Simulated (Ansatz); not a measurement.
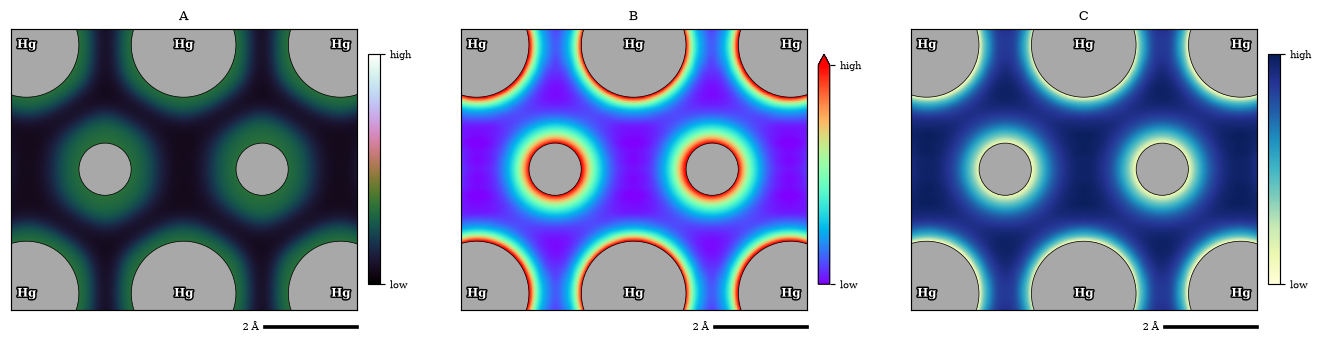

Hg: 3 fields on the (100) plane of the conventional cell, with unlabelled colour scales. Grey discs cover the atomic cores.

Space group P6₃/mmc.

These are results of Ansatz 0.2.0, DFT r2SCAN, scalar-relativistic, plane waves, PAW, not measurements.

Match the panels to the quantities (electron localisation function, electrostatic potential energy of an electron and valence pseudo-density).

Panel A: electron localisation function. Panel B: valence pseudo-density. Panel C: electrostatic potential energy of an electron (low next to the atoms, rising into the space between them). From the grid: Hg–Hg (3.44 Å): ρ at the midpoint is about 0.1 e/Å³; the ELF is about 0.10 at the midpoint: no localised pair shows between them.
